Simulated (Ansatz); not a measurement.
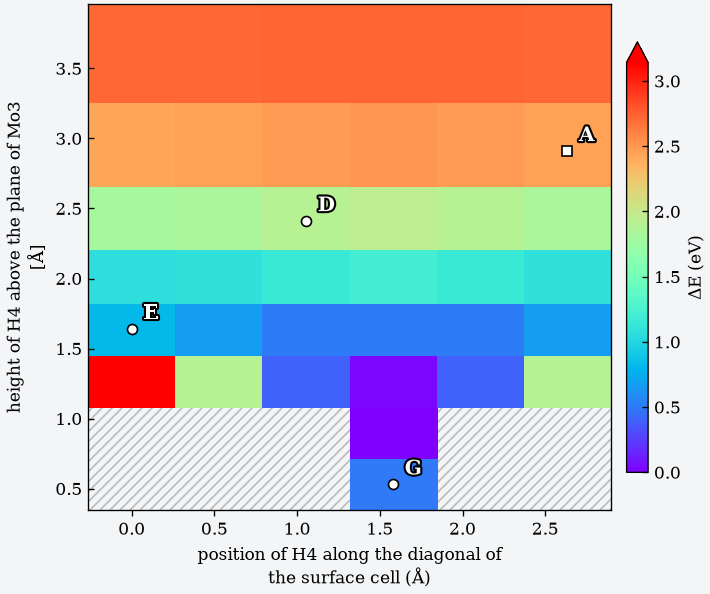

H on a Mo(110) slab cut from the Im-3m phase, its upper half relaxed before the scan (3 atoms of substrate and one adsorbate in a 1 × 1 cell). 
- H is moved along a line over the surface and along the normal, above a rigid substrate.
- The first coordinate is: position of H4 along the diagonal of the surface cell, from above Mo3; the second: height of H4 above the plane of Mo3.
- Grid: 6 × 8 points; 26 points were computed and 12 follow by symmetry. At 10 points there is no value (left out of the scan, as a rule where atoms come close).
- Points are written as (first, second).
- Energies: eV, counted from the lowest grid point.
- The calculation used DFT PBE, scalar-relativistic, plane waves, PAW in Ansatz. Settings: cutoff 420 eV, k-mesh 10×10×1, gaussian smearing 0.1 eV, spin-polarised.

The picture shows one coloured cell a grid point, one colour for all values above the top of the scale, hatched blanks where no value was computed, lettered points.

Is G the lowest point of the computed grid?

No. G lies 0.50 eV above the lowest grid point, which is at (1.58 Å, 0.90 Å) [nearest 2 Mo at 1.82 Å].

Rank the lettered points by energy, lowest first.

G (0.50 eV), E (0.82 eV), D (1.90 eV), A (2.45 eV).

PAW datasets: the set soft_1.
